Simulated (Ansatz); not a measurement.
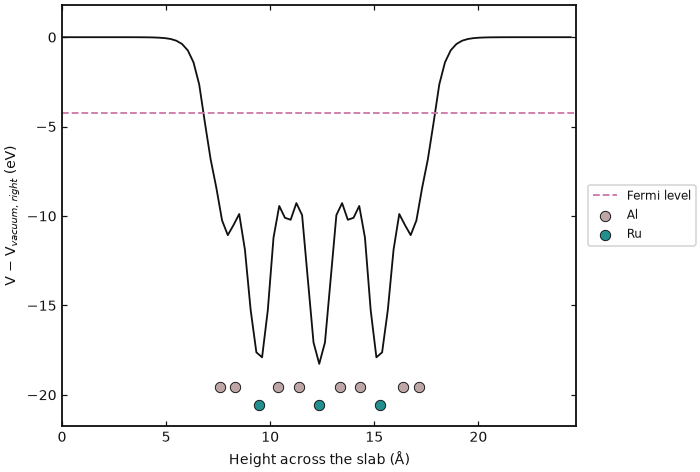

Plane-averaged electrostatic potential energy of an electron across the slab; circles at the bottom mark the heights of the atoms (positions after relaxation).

The Ansatz input:

```
crystal:
  lattice:
    - [3.121357763, 0.0, 0.0]
    - [-1.5606788815, 4.491423991, 0.0]
    - [0.0, 0.0, 24.7117606004]
  atoms:
    - { symbol: Al, position: [0.7002399781, 0.4004799562, 0.3034992173] }
    - { symbol: Al, position: [0.4205021979, 0.8410043958, 0.3411811236] }
    - { symbol: Ru, position: [0.120742176, 0.2414843521, 0.3815601136] }
    - { symbol: Al, position: [0.8209821542, 0.6419643083, 0.4219391037] }
    - { symbol: Al, position: [0.5412443739, 0.0824887479, 0.4596210099] }
    - { symbol: Ru, position: [0.2414843521, 0.4829687041, 0.5] }
    - { symbol: Al, position: [0.9417243302, 0.8834486604, 0.5403789901] }
    - { symbol: Al, position: [0.66198655, 0.3239730999, 0.5780608963] }
    - { symbol: Ru, position: [0.3622265281, 0.7244530562, 0.6184398864] }
    - { symbol: Al, position: [0.0624665062, 0.1249330124, 0.6588188764] }
    - { symbol: Al, position: [0.782728726, 0.565457452, 0.6965007827] }
basis:
  ecutwfc: 420
kpoints:
  mp_grid: { grid: [12, 8, 1] }
hamiltonian:
  xc: pbesol
scf:
  occupations: { method: gaussian, width: 0.1 }
output:
  forces: true
  eigenvalues: true
relax:
  adjacent_minimum: "off"
  f_tol: 0.02
  max_steps: 60
efield:
  axis: 3
  dipole_correction: true
  ramp_width: 0.04
```

Run as:
```bash
ansatz run input.yaml --threads 1 --pin off --max-ram 2560MiB --backend cpu --events-out ev --progress --plain --runs-dir out
```

> What is the work function?

The work function is 4.22 eV, the same on both faces. The two vacuum levels agree, so the slab has no net dipole along its normal.

> How thick are slab and vacuum?

The outermost atoms are 9.6 Å apart, which leaves 15.2 Å of vacuum in a cell 24.7 Å high.
